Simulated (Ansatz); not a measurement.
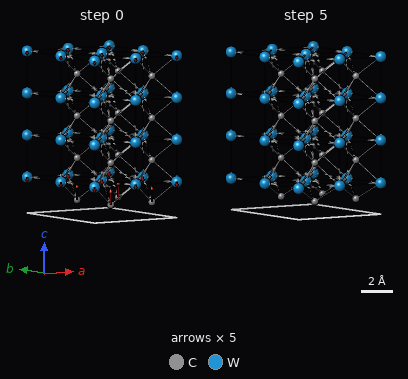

The structure of a slab of composition WC (cut from the P-6m2 phase) before (left) and after (right) a relaxation, at one scale. The red arrows give the displacements, 5 times their true length.

Style: ball-and-stick. Shown: the 2 × 2 repeat of the cell, outlined in the plane, without the vacuum, from a free direction.

Case: (0 0 1) slab, atoms relaxed. The slab is the (0 0 1) face of WC.

Computed with DFT PBEsol, scalar-relativistic, plane waves, PAW in Ansatz. (plane-wave cutoff 420 eV; k-point mesh 12 × 12 × 1; occupations gaussian; smearing width 0.1 eV; no spin polarisation; dipole correction; atoms relaxed in a fixed cell; force threshold 0.02 eV/Å; at most 60 steps)

What changed between the two?

Answer. The atom that moves furthest relative to the layer's centre is a C atom (0.23 Å along the normal (+c)). By element the largest moves are C 0.23 Å, W 0.09 Å. The lattice vectors keep their values. Some distances before and after: C–W 2.191 → 1.999 Å, C–W 2.191 → 2.252 Å, W–W 2.828 → 2.876 Å, C–W 2.191 → 2.149 Å. Among the angles between lasting bonds that change: W–C–W 82.8° → 92.9°, W–C–W 82.8° → 80.1°. Over 4 accepted moves (5 points after the start) the energy falls by 1.003 eV per cell of the calculation. Largest force component: 5.7 eV/Å at the start, 0.013 eV/Å at the end. 1 step only repeated the SCF at the same geometry.
